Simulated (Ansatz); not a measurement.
System: vacancy (removed Ge) in GeSe.

Starting cell:
```yaml
crystal:
  lattice:
    - [11.19410, 0.00000, 0.00000]
    - [0.00000, 3.87970, 0.00000]
    - [0.00000, 0.00000, 4.53430]
  atoms:
    - { symbol: Ge, position: [0.12670, 0.25000, 0.12070] }
    - { symbol: Ge, position: [0.87330, 0.75000, 0.87930] }
    - { symbol: Ge, position: [0.37330, 0.75000, 0.62070] }
    - { symbol: Ge, position: [0.62670, 0.25000, 0.37930] }
    - { symbol: Se, position: [0.85260, 0.25000, 0.49930] }
    - { symbol: Se, position: [0.14740, 0.75000, 0.50070] }
    - { symbol: Se, position: [0.64740, 0.75000, 0.99930] }
    - { symbol: Se, position: [0.35260, 0.25000, 0.00070] }
```

Method: charge states of a point defect in a periodic supercell, each relaxed, energies over the elements' standard states with the Fermi level at the host's valence band top, point-charge and potential alignment terms added, no band filling term, levels over that top; plane waves with PAW datasets; energies extrapolated to zero smearing (Ansatz 0.2.0). Level: PBE, allowed.

| setting | value |
| --- | --- |
| host atoms in supercell | 32 |
| wave cutoff | 420 eV |
| k mesh | 2×2×2 |
| occupations | Gaussian |
| smearing width | 0.01 eV |
| k shift | (0.5, 0.5, 0.5) (mesh steps) |
| start displacement | 0 Å |
| defect kind | vacancy |
| removed element | Ge |
| added element | none |
| defect place | (0.1267, 0.25, 0.1207) (fraction of the host cell vector) |
| host gap | 0.88 eV |
| static dielectric xx yy zz | (18.07, 27.64, 21.18) |

What does the calculation give for the formation energy of each charge state against the Fermi level?

Charge −2 is the lowest at every Fermi level in the gap, so no transition level lies inside it. The lowest state is −2 at the valence band top, −2 at mid-gap and −2 at the conduction band bottom, 0.88 eV higher. With the Fermi level at mid-gap the formation energy is 0.4 eV against the elements' standard states.

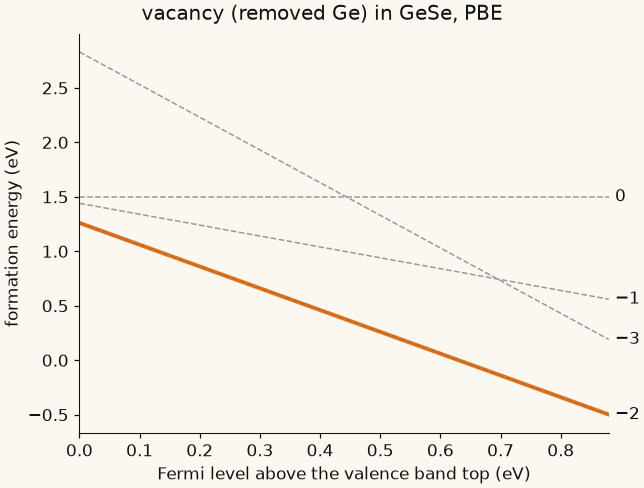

The thick line follows the lowest charge state; the axis spans the host's computed gap.

Note: a crossing between the sampled k points may be missed; bands overlap; charged cell in a neutralising background; coarse k mesh; potential alignment in doubt; small supercell; starting moments lost; symmetry that the supercell leaves at the site kept.
